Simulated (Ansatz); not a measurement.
Run report: HfN, geometry relaxation (part 1 of 2)

- system: HfN (P-6m2, 2 atoms in the cell)
- method: DFT, PBE, PAW with Ansatz's default frozen-core files, scalar-relativistic, no spin polarisation (Ansatz 0.2.0)

The structure was built on a prototype by a generator; it need not be a known phase. It belongs to a series of runs on one base structure; here: cell relaxed at zero pressure. Figures and captions count atoms from 1; the log counts them from 0 in places.

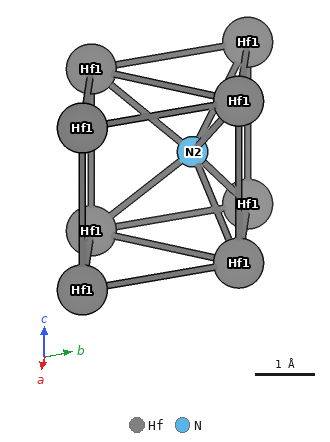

Fig. 1: The structure as given in the input (ball-and-stick view of the cell of the calculation, seen at an oblique angle; atoms are numbered from 1 in the order of the input). Near neighbours in the crystal (not all of them lie inside the picture): Hf has 8 Hf at 2.94 to 3.00 Å and 6 N at 2.27 Å; N has 6 Hf at 2.27 Å.

Input:
```yaml
crystal:
  lattice:
    - [3.0022085676, 0.0, 0.0]
    - [-1.5011042838, 2.599988887, 0.0]
    - [0.0, 0.0, 2.9421643963]
  atoms:
    - { symbol: Hf, position: [0.0, 0.0, 0.0] }
    - { symbol: "N", position: [0.3333333333, 0.6666666667, 0.5] }
kpoints:
  mp_grid: { grid: [16, 16, 14] }
scf:
  occupations: { method: fermi_dirac, width: 0.1 }
hamiltonian:
  xc: pbe
  pseudopotentials: { kind: paw }
output:
  forces: true
  stress: true
  write_density: true
  write_potential: true
  elf: true
  volumetric_format: npy
relax:
  f_tol: 0.005
  max_steps: 40
  cell: {}
```

Command:
```bash
ansatz run input.yaml --threads 1 --pin off --max-ram 2048MiB --backend cpu --events-out ev --progress --plain --runs-dir out
```

The program's output:
```
Engine: ansatz 0.2.0, x86_64-unknown-linux-gnu
Pseudopotentials: kind: paw
Pseudopotential: Hf, paw, valence charge 26, recommended cutoff 420 eV (normal), Hf.paw.azcp
Pseudopotential: N, paw, valence charge 5, recommended cutoff 420 eV (normal), N.paw.azcp
Functional definition: PBE
  parameter kappa = 0.804
  parameter beta = 0.06672455060314922
  exchange = pbe_x(kappa = kappa, mu = beta*pi^2/3)
  correlation = pbe_c(beta = beta)
Crystal: 2 atoms, lattice volume = 22.966 Å³
Basis set: ecut = 420 eV, 405 PW (Γ), exchange–correlation on 48×48×40 points (8 copies of the dense FFT grid, shifted against one another)
Bands: 20, of which v1, the nominal top of the filled ones, is band 16 counted from 1 (15 counted from 0)
Symmetry: 12 space group operations
Space group: P-6m2 (ITA 187), of the structure as read, at distance tolerance 2.8e-5 Å
k-points: 240 of 3584 (time reversal used)
Non-local potential: Hf, projectors of the file, l = 0: 3, l = 1: 2, l = 2: 2, l = 3: 3
Non-local potential: N, projectors of the file, l = 0: 2, l = 1: 2, l = 2: 1
PAW form: soft (Blöchl's): semilocal exchange-correlation on the pseudo side does not see the compensation charge
PAW one-centre angular grid: Hf, 590 points (default); XC on 64 Gauss nodes
PAW one-centre angular grid: N, 110 points (default); XC on 64 Gauss nodes
Initial density: superposition of atomic densities (neutral atoms: chi_scale 0, normalization atom), corrected by the library's trained network
Initial wavefunctions: pseudopotential atomic-orbital guess
Functional: x = pbe(κ = 0.804, μ = 0.2195149727645171), c = pbe(β = 0.06672455060314922)
SCF iter   1: F=—  HF=-16107.862893 eV  |F-HF|=—  |Δ(HF+E_count)|=         —  Δρ=1.14e-2  dr2=2.78e-2  ethr=1.77e-3  ⟨swp⟩=5.4  Hψ=20841  notcnv=0
preconditioner: auto → none  [metal: Δε(μ)=0.009 eV  Ē_g=18.940 eV  σ=0.100 eV  W_gap=0.02  n_scr=8 (ndim 8)  ℏωp=41.7 eV  f_vac=0.000  D(μ)=1.44/eV (n_scr^D=20)  sad-step TF]
SCF iter   2: F=—  HF=-16107.859700 eV  |F-HF|=—  |Δ(HF+E_count)|=   3.19e-3  Δρ=7.44e-3  dr2=1.35e-2  ethr=8.96e-5  ⟨swp⟩=1.1  Hψ=6765  notcnv=0
SCF iter   3: F=—  HF=-16107.856922 eV  |F-HF|=—  |Δ(HF+E_count)|=   2.78e-3  Δρ=1.13e-3  dr2=2.97e-4  ethr=4.36e-5  ⟨swp⟩=2.9  Hψ=7750  notcnv=0
SCF iter   4: F=—  HF=-16107.856602 eV  |F-HF|=—  |Δ(HF+E_count)|=   3.21e-4  Δρ=6.43e-4  dr2=4.26e-5  ethr=9.59e-7  ⟨swp⟩=2.2  Hψ=8697  notcnv=0
SCF iter   5: F=—  HF=-16107.856590 eV  |F-HF|=—  |Δ(HF+E_count)|=   1.17e-5  Δρ=8.90e-5  dr2=1.14e-6  ethr=1.37e-7  ⟨swp⟩=2.0  Hψ=8185  notcnv=0
SCF iter   6: F=-16107.856590 eV  HF=-16107.856590 eV  |F-HF|=2.83e-8  |Δ(HF+E_count)|=   1.61e-7  Δρ=1.47e-5  dr2=3.93e-8  ethr=3.23e-10  ⟨swp⟩=10.2  Hψ=42820  notcnv=0
SCF 1 converged in 6 iterations: F = -16107.856590 eV  dr2 = 3.93e-8
  greatest PAW one-centre occupation: 0.998 electrons in one spin orbital (limit 2), on the Hf atom at site 0 (counted from 0), in its partial waves of l = 0
relax step   1: F+E_penalty+E_count = -16107.85658989 eV  Δ(F+E_penalty+E_count) = +0.000e0 eV  max|allowed force component| = 7.401e-17 eV/Å  Δτ_max = 0.0000 Å  P = +13.185 GPa  Ω = 22.966 Å³  (6 SCF iters, dr2 threshold 1.00e-7 eV, accepted)
Crystal: 2 atoms, lattice volume = 24.540 Å³
Basis set: ecut = 420 eV, 465 PW (Γ), exchange–correlation on 48×48×40 points (8 copies of the dense FFT grid, shifted against one another)
Initial density: handed on by an earlier stage of this run
Initial wavefunctions: those handed on with the density
iter 1 solved again at ethr=1.05e-4 eV; its pass at ethr=3.10e-3 eV (dr2=3.26e-2 eV) is discarded
SCF iter   1: F=—  HF=-16107.917686 eV  |F-HF|=—  |Δ(HF+E_count)|=         —  Δρ=1.24e-2  dr2=3.39e-2  ethr=1.05e-4  ⟨swp⟩=2.0  Hψ=33930  notcnv=0
preconditioner: auto → none  [metal: Δε(μ)=0.006 eV  Ē_g=18.662 eV  σ=0.100 eV  W_gap=0.01  n_scr=8 (ndim 8)  ℏωp=40.4 eV  f_vac=0.000  D(μ)=1.44/eV (n_scr^D=20)]
SCF iter   2: F=—  HF=-16107.907328 eV  |F-HF|=—  |Δ(HF+E_count)|=   1.04e-2  Δρ=4.28e-3  dr2=2.27e-3  ethr=1.05e-4  ⟨swp⟩=2.3  Hψ=7096  notcnv=0
SCF iter   3: F=—  HF=-16107.907238 eV  |F-HF|=—  |Δ(HF+E_count)|=   9.06e-5  Δρ=1.03e-3  dr2=6.69e-5  ethr=7.32e-6  ⟨swp⟩=2.3  Hψ=8546  notcnv=0
SCF iter   4: F=—  HF=-16107.907312 eV  |F-HF|=—  |Δ(HF+E_count)|=   7.46e-5  Δρ=3.40e-4  dr2=1.47e-5  ethr=2.16e-7  ⟨swp⟩=2.0  Hψ=8537  notcnv=0
SCF iter   5: F=—  HF=-16107.907303 eV  |F-HF|=—  |Δ(HF+E_count)|=   9.03e-6  Δρ=5.16e-5  dr2=5.26e-7  ethr=4.73e-8  ⟨swp⟩=2.0  Hψ=8609  notcnv=0
SCF iter   6: F=-16107.907303 eV  HF=-16107.907303 eV  |F-HF|=1.27e-8  |Δ(HF+E_count)|=   6.00e-7  Δρ=1.23e-5  dr2=1.24e-8  ethr=6.45e-10  ⟨swp⟩=10.4  Hψ=43793  notcnv=0
SCF 2 converged in 6 iterations: F = -16107.907303 eV  dr2 = 1.24e-8
relax step   2: F+E_penalty+E_count = -16107.90730251 eV  Δ(F+E_penalty+E_count) = -5.071e-2 eV  max|allowed force component| = 7.401e-17 eV/Å  Δτ_max = 0.0000 Å  P = -2.022 GPa  Ω = 24.540 Å³  energy of the carried Pulay correction = -4.619e-3 eV  (6 SCF iters, dr2 threshold 2.00e-7 eV, accepted)
Crystal: 2 atoms, lattice volume = 24.158 Å³
iter 1 solved again at ethr=1.92e-5 eV; its pass at ethr=3.10e-3 eV (dr2=5.94e-3 eV) is discarded
SCF iter   1: F=—  HF=-16107.947048 eV  |F-HF|=—  |Δ(HF+E_count)|=         —  Δρ=4.97e-3  dr2=5.63e-3  ethr=1.92e-5  ⟨swp⟩=2.0  Hψ=29837  notcnv=0
preconditioner: auto → none  [metal: Δε(μ)=0.025 eV  Ē_g=18.677 eV  σ=0.100 eV  W_gap=0.06  n_scr=8 (ndim 8)  ℏωp=40.7 eV  f_vac=0.000  D(μ)=1.53/eV (n_scr^D=20)]
SCF iter   2: F=—  HF=-16107.945175 eV  |F-HF|=—  |Δ(HF+E_count)|=   1.87e-3  Δρ=1.76e-3  dr2=3.65e-4  ethr=1.82e-5  ⟨swp⟩=2.5  Hψ=8037  notcnv=0
SCF iter   3: F=—  HF=-16107.945126 eV  |F-HF|=—  |Δ(HF+E_count)|=   4.93e-5  Δρ=4.34e-4  dr2=1.05e-5  ethr=1.18e-6  ⟨swp⟩=2.5  Hψ=8453  notcnv=0
SCF iter   4: F=—  HF=-16107.945144 eV  |F-HF|=—  |Δ(HF+E_count)|=   1.83e-5  Δρ=1.21e-4  dr2=1.99e-6  ethr=3.38e-8  ⟨swp⟩=2.0  Hψ=8573  notcnv=0
iter 5 did not close the SCF: its close was put off for the readings that it lacked (scf_convergence_deferred on its scf_iter line)
SCF iter   5: F=-16107.945142 eV  HF=-16107.945142 eV  |F-HF|=1.31e-8  |Δ(HF+E_count)|=   2.29e-6  Δρ=1.97e-5  dr2=3.28e-8  ethr=6.40e-9  ⟨swp⟩=2.0  Hψ=8544  notcnv=0
SCF iter   6: F=-16107.945142 eV  HF=-16107.945142 eV  |F-HF|=4.15e-10  |Δ(HF+E_count)|=   1.53e-8  Δρ=3.23e-6  dr2=9.71e-10  ethr=1.06e-10  ⟨swp⟩=6.3  Hψ=33236  notcnv=0
SCF 3 converged in 6 iterations: F = -16107.945142 eV  dr2 = 9.71e-10
relax step   3: F+E_penalty+E_count = -16107.94514221 eV  Δ(F+E_penalty+E_count) = -3.784e-2 eV  max|allowed force component| = 4.626e-17 eV/Å  Δτ_max = 0.0000 Å  P = +0.733 GPa  Ω = 24.158 Å³  energy of the carried Pulay correction = -3.497e-3 eV  (6 SCF iters, dr2 threshold 2.00e-7 eV, accepted)
Crystal: 2 atoms, lattice volume = 24.187 Å³
iter 1 solved again at ethr=4.41e-7 eV; its pass at ethr=3.10e-3 eV (dr2=1.37e-4 eV) is discarded
SCF iter   1: F=—  HF=-16107.945752 eV  |F-HF|=—  |Δ(HF+E_count)|=         —  Δρ=7.33e-4  dr2=1.40e-4  ethr=4.41e-7  ⟨swp⟩=2.3  Hψ=25660  notcnv=0
preconditioner: auto → none  [metal: Δε(μ)=0.005 eV  Ē_g=18.681 eV  σ=0.100 eV  W_gap=0.01  n_scr=8 (ndim 8)  ℏωp=40.7 eV  f_vac=0.000  D(μ)=1.53/eV (n_scr^D=20)]
SCF iter   2: F=—  HF=-16107.945718 eV  |F-HF|=—  |Δ(HF+E_count)|=   3.48e-5  Δρ=2.37e-4  dr2=8.89e-6  ethr=4.41e-7  ⟨swp⟩=2.1  Hψ=5827  notcnv=0
iter 3 did not close the SCF: its close was put off for the readings that it lacked (scf_convergence_deferred on its scf_iter line)
SCF iter   3: F=-16107.945716 eV  HF=-16107.945716 eV  |F-HF|=4.16e-8  |Δ(HF+E_count)|=   1.63e-6  Δρ=5.40e-5  dr2=1.70e-7  ethr=2.87e-8  ⟨swp⟩=2.1  Hψ=8255  notcnv=0
iter 4 did not close the SCF: its close was put off for the readings that it lacked (scf_convergence_deferred on its scf_iter line)
SCF iter   4: F=-16107.945716 eV  HF=-16107.945716 eV  |F-HF|=4.51e-8  |Δ(HF+E_count)|=   5.73e-8  Δρ=1.81e-5  dr2=2.54e-8  ethr=5.47e-10  ⟨swp⟩=2.0  Hψ=8456  notcnv=0
iter 5 did not close the SCF: its close was put off for the readings that it lacked (scf_convergence_deferred on its scf_iter line)
SCF iter   5: F=-16107.945716 eV  HF=-16107.945716 eV  |F-HF|=2.53e-10  |Δ(HF+E_count)|=   5.88e-9  Δρ=3.47e-6  dr2=1.40e-9  ethr=8.21e-11  ⟨swp⟩=2.0  Hψ=8548  notcnv=0
SCF iter   6: F=-16107.945716 eV  HF=-16107.945716 eV  |F-HF|=2.24e-10  |Δ(HF+E_count)|=  2.62e-10  Δρ=1.32e-6  dr2=2.87e-10  ethr=4.53e-12  ⟨swp⟩=5.8  Hψ=29613  notcnv=0
SCF 4 converged in 6 iterations: F = -16107.945716 eV  dr2 = 2.87e-10
relax step   4: F+E_penalty+E_count = -16107.94571608 eV  Δ(F+E_penalty+E_count) = -5.739e-4 eV  max|allowed force component| = 3.701e-17 eV/Å  Δτ_max = 0.0000 Å  P = +0.339 GPa  Ω = 24.187 Å³  energy of the carried Pulay correction = -3.568e-3 eV  (6 SCF iters, dr2 threshold 2.00e-7 eV, accepted)
Crystal: 2 atoms, lattice volume = 24.219 Å³
iter 1 solved again at ethr=3.77e-8 eV; its pass at ethr=3.10e-3 eV (dr2=1.17e-5 eV) is discarded
SCF iter   1: F=—  HF=-16107.945663 eV  |F-HF|=—  |Δ(HF+E_count)|=         —  Δρ=2.07e-4  dr2=1.11e-5  ethr=3.77e-8  ⟨swp⟩=2.0  Hψ=24967  notcnv=0
preconditioner: auto → none  [metal: Δε(μ)=0.007 eV  Ē_g=18.676 eV  σ=0.100 eV  W_gap=0.02  n_scr=8 (ndim 8)  ℏωp=40.6 eV  f_vac=0.000  D(μ)=1.53/eV (n_scr^D=20)]
SCF iter   2: F=—  HF=-16107.945669 eV  |F-HF|=—  |Δ(HF+E_count)|=   5.98e-6  Δρ=5.56e-5  dr2=7.45e-7  ethr=3.59e-8  ⟨swp⟩=2.0  Hψ=5795  notcnv=0
iter 3 did not close the SCF: its close was put off for the readings that it lacked (scf_convergence_deferred on its scf_iter line)
SCF iter   3: F=-16107.945669 eV  HF=-16107.945669 eV  |F-HF|=1.12e-8  |Δ(HF+E_count)|=   1.28e-7  Δρ=1.06e-5  dr2=1.02e-8  ethr=2.40e-9  ⟨swp⟩=2.0  Hψ=8456  notcnv=0
iter 4 did not close the SCF: its close was put off for the readings that it lacked (scf_convergence_deferred on its scf_iter line)
SCF iter   4: F=-16107.945669 eV  HF=-16107.945669 eV  |F-HF|=1.56e-10  |Δ(HF+E_count)|=   1.29e-8  Δρ=1.23e-6  dr2=2.94e-10  ethr=3.29e-11  ⟨swp⟩=2.0  Hψ=8601  notcnv=0
iter 5 did not close the SCF: its close was put off for the readings that it lacked (scf_convergence_deferred on its scf_iter line)
SCF iter   5: F=-16107.945669 eV  HF=-16107.945669 eV  |F-HF|=3.64e-12  |Δ(HF+E_count)|=  7.28e-11  Δρ=1.98e-7  dr2=8.77e-12  ethr=1.00e-12  ⟨swp⟩=2.0  Hψ=8549  notcnv=0
SCF iter   6: F=-16107.945669 eV  HF=-16107.945669 eV  |F-HF|=1.82e-12  |Δ(HF+E_count)|=  1.82e-12  Δρ=4.21e-8  dr2=2.60e-13  ethr=1.00e-12  ⟨swp⟩=5.0  Hψ=24728  notcnv=0
SCF 5 converged in 6 iterations: F = -16107.945669 eV  dr2 = 2.60e-13
relax step   5: F+E_penalty+E_count = -16107.94566860 eV  Δ(F+E_penalty+E_count) = +4.748e-5 eV  max|allowed force component| = 6.476e-17 eV/Å  Δτ_max = 0.0000 Å  P = +0.008 GPa  Ω = 24.219 Å³  energy of the carried Pulay correction = -3.656e-3 eV  (6 SCF iters, dr2 threshold 2.00e-7 eV, accepted)
Initial wavefunctions: pseudopotential atomic-orbital guess (no wavefunctions were taken with the density)
iter 1 solved again at ethr=3.68e-8 eV; its pass at ethr=3.10e-3 eV (dr2=1.14e-5 eV) is discarded
SCF iter   1: F=—  HF=-16107.950864 eV  |F-HF|=—  |Δ(HF+E_count)|=         —  Δρ=4.03e-4  dr2=6.24e-6  ethr=3.68e-8  ⟨swp⟩=3.2  Hψ=33896  notcnv=0
preconditioner: auto → none  [metal: Δε(μ)=0.007 eV  Ē_g=18.675 eV  σ=0.100 eV  W_gap=0.02  n_scr=8 (ndim 8)  ℏωp=40.6 eV  f_vac=0.000  D(μ)=1.53/eV (n_scr^D=20)]
SCF iter   2: F=—  HF=-16107.950883 eV  |F-HF|=—  |Δ(HF+E_count)|=   1.97e-5  Δρ=1.93e-4  dr2=1.10e-6  ethr=2.01e-8  ⟨swp⟩=2.0  Hψ=7507  notcnv=0
SCF iter   3: F=—  HF=-16107.950888 eV  |F-HF|=—  |Δ(HF+E_count)|=   4.93e-6  Δρ=6.48e-5  dr2=1.38e-7  ethr=3.54e-9  ⟨swp⟩=2.0  Hψ=7755  notcnv=0
SCF iter   4: F=—  HF=-16107.950889 eV  |F-HF|=—  |Δ(HF+E_count)|=   4.79e-7  Δρ=1.41e-5  dr2=8.92e-9  ethr=4.44e-10  ⟨swp⟩=2.0  Hψ=8544  notcnv=0
SCF iter   5: F=—  HF=-16107.950889 eV  |F-HF|=—  |Δ(HF+E_count)|=   2.51e-8  Δρ=1.60e-6  dr2=1.68e-10  ethr=2.88e-11  ⟨swp⟩=2.0  Hψ=7602  notcnv=0
SCF iter   6: F=-16107.950889 eV  HF=-16107.950889 eV  |F-HF|=3.64e-12  |Δ(HF+E_count)|=  3.60e-10  Δρ=1.38e-7  dr2=2.34e-12  ethr=1.00e-12  ⟨swp⟩=5.9  Hψ=23413  notcnv=0
SCF 6 converged in 6 iterations: F = -16107.950889 eV  dr2 = 2.34e-12
relax step   6: F+E_penalty+E_count = -16107.95088868 eV  Δ(F+E_penalty+E_count) = -5.220e-3 eV  max|allowed force component| = 6.476e-17 eV/Å  Δτ_max = 0.0000 Å  P = +0.273 GPa  Ω = 24.219 Å³  stress off target by 3.74e-1 GPa  SCF on the basis re-selected at this cell (its energy is not comparable with the rows above)  (6 SCF iters)
basis re-selected at this cell: Δ(F+E_penalty+E_count) = -5.220e-3 eV, ΔP = +0.264 GPa vs the last step (what re-selecting the basis moved, of the pressure what is left beyond the Pulay correction that the steps carried, after the strain that the cell walked since its last selection, with what the two solves' SCF thresholds leave and, on support functions, any second-order correction that the steps lacked; it is no measure of the basis error at this ecutwfc). This SCF's stress stands 3.74e-1 GPa from its target on what of the cell is left free (relax.cell.stress_tol is 5.00e-2 GPa) and its largest allowed force component is 6.48e-17 eV/Å (relax.f_tol is 5.00e-3 eV/Å): not within both, so this SCF does not close the relaxation
Crystal: 2 atoms, lattice volume = 24.247 Å³
iter 1 solved again at ethr=1.39e-8 eV; its pass at ethr=3.10e-3 eV (dr2=4.31e-6 eV) is discarded
SCF iter   1: F=—  HF=-16107.950839 eV  |F-HF|=—  |Δ(HF+E_count)|=         —  Δρ=1.42e-4  dr2=4.13e-6  ethr=1.39e-8  ⟨swp⟩=2.0  Hψ=23900  notcnv=0
preconditioner: auto → none  [metal: Δε(μ)=0.007 eV  Ē_g=18.672 eV  σ=0.100 eV  W_gap=0.02  n_scr=8 (ndim 8)  ℏωp=40.6 eV  f_vac=0.000  D(μ)=1.53/eV (n_scr^D=20)]
SCF iter   2: F=—  HF=-16107.950847 eV  |F-HF|=—  |Δ(HF+E_count)|=   7.81e-6  Δρ=4.45e-5  dr2=3.16e-7  ethr=1.33e-8  ⟨swp⟩=2.0  Hψ=6709  notcnv=0
iter 3 did not close the SCF: its close was put off for the readings that it lacked (scf_convergence_deferred on its scf_iter line)
SCF iter   3: F=-16107.950847 eV  HF=-16107.950847 eV  |F-HF|=6.08e-10  |Δ(HF+E_count)|=   9.28e-9  Δρ=9.22e-6  dr2=6.67e-9  ethr=1.02e-9  ⟨swp⟩=2.2  Hψ=8287  notcnv=0
iter 4 did not close the SCF: its close was put off for the readings that it lacked (scf_convergence_deferred on its scf_iter line)
SCF iter   4: F=-16107.950847 eV  HF=-16107.950847 eV  |F-HF|=7.93e-9  |Δ(HF+E_count)|=   8.60e-9  Δρ=4.86e-6  dr2=3.33e-9  ethr=2.15e-11  ⟨swp⟩=2.0  Hψ=8602  notcnv=0
iter 5 did not close the SCF: its close was put off for the readings that it lacked (scf_convergence_deferred on its scf_iter line)
SCF iter   5: F=-16107.950847 eV  HF=-16107.950847 eV  |F-HF|=8.19e-11  |Δ(HF+E_count)|=   2.55e-9  Δρ=6.36e-7  dr2=3.72e-11  ethr=1.08e-11  ⟨swp⟩=2.0  Hψ=8551  notcnv=0
SCF iter   6: F=-16107.950847 eV  HF=-16107.950847 eV  |F-HF|=0.00e0  |Δ(HF+E_count)|=  3.82e-11  Δρ=1.05e-7  dr2=1.09e-12  ethr=1.00e-12  ⟨swp⟩=4.3  Hψ=24244  notcnv=0
SCF 7 converged in 6 iterations: F = -16107.950847 eV  dr2 = 1.09e-12
relax step   7: F+E_penalty+E_count = -16107.95084690 eV  Δ(F+E_penalty+E_count) = +4.178e-5 eV  max|allowed force component| = 5.551e-17 eV/Å  Δτ_max = 0.0000 Å  P = +0.008 GPa  Ω = 24.247 Å³  energy of the carried Pulay correction = -7.744e-5 eV  (6 SCF iters, dr2 threshold 2.00e-7 eV, accepted)
iter 1 solved again at ethr=8.90e-9 eV; its pass at ethr=3.10e-3 eV (dr2=2.76e-6 eV) is discarded
SCF iter   1: F=—  HF=-16107.950919 eV  |F-HF|=—  |Δ(HF+E_count)|=         —  Δρ=6.93e-6  dr2=1.69e-9  ethr=8.90e-9  ⟨swp⟩=3.7  Hψ=34933  notcnv=0
preconditioner: auto → none  [metal: Δε(μ)=0.006 eV  Ē_g=18.671 eV  σ=0.100 eV  W_gap=0.02  n_scr=8 (ndim 8)  ℏωp=40.6 eV  f_vac=0.000  D(μ)=1.53/eV (n_scr^D=20)]
SCF iter   2: F=—  HF=-16107.950928 eV  |F-HF|=—  |Δ(HF+E_count)|=   8.81e-6  Δρ=3.25e-6  dr2=3.50e-10  ethr=5.44e-12  ⟨swp⟩=2.8  Hψ=9661  notcnv=0
SCF iter   3: F=—  HF=-16107.950928 eV  |F-HF|=—  |Δ(HF+E_count)|=  9.48e-10  Δρ=1.37e-6  dr2=5.37e-11  ethr=1.13e-12  ⟨swp⟩=2.0  Hψ=8339  notcnv=0
iter 4 did not close the SCF: its close was put off for the readings that it lacked (scf_convergence_deferred on its scf_iter line)
SCF iter   4: F=-16107.950928 eV  HF=-16107.950928 eV  |F-HF|=5.46e-12  |Δ(HF+E_count)|=  2.27e-10  Δρ=2.46e-7  dr2=2.48e-12  ethr=1.00e-12  ⟨swp⟩=2.7  Hψ=7786  notcnv=0
iter 5 did not close the SCF: its close was put off for the readings that it lacked (scf_convergence_deferred on its scf_iter line)
SCF iter   5: F=-16107.950928 eV  HF=-16107.950928 eV  |F-HF|=1.82e-12  |Δ(HF+E_count)|=  7.28e-12  Δρ=2.94e-8  dr2=5.48e-14  ethr=1.00e-12  ⟨swp⟩=1.0  Hψ=4800  notcnv=0
iter 6 did not close the SCF: its close was put off for the readings that it lacked (scf_convergence_deferred on its scf_iter line)
SCF iter   6: F=-16107.950928 eV  HF=-16107.950928 eV  |F-HF|=1.09e-11  |Δ(HF+E_count)|=  1.09e-11  Δρ=7.68e-9  dr2=5.01e-15  ethr=1.00e-12  ⟨swp⟩=1.0  Hψ=4800  notcnv=0
iter 7 did not close the SCF: its close was put off for the readings that it lacked (scf_convergence_deferred on its scf_iter line)
SCF iter   7: F=-16107.950928 eV  HF=-16107.950928 eV  |F-HF|=0.00e0  |Δ(HF+E_count)|=  1.09e-11  Δρ=1.33e-9  dr2=3.22e-16  ethr=1.00e-12  ⟨swp⟩=1.0  Hψ=4800  notcnv=0
SCF iter   8: F=-16107.950928 eV  HF=-16107.950928 eV  |F-HF|=5.46e-12  |Δ(HF+E_count)|=  1.82e-12  Δρ=2.41e-10  dr2=4.92e-18  ethr=1.00e-12  ⟨swp⟩=2.7  Hψ=15229  notcnv=0
SCF 8 converged in 8 iterations: F = -16107.950928 eV  dr2 = 4.92e-18
relax step   8: F+E_penalty+E_count = -16107.95092797 eV  Δ(F+E_penalty+E_count) = -8.107e-5 eV  max|allowed force component| = 8.327e-17 eV/Å  Δτ_max = 0.0000 Å  P = +0.010 GPa  Ω = 24.247 Å³  stress off target by 1.50e-2 GPa  SCF on the basis re-selected at this cell (its energy is not comparable with the rows above)  (8 SCF iters)
```
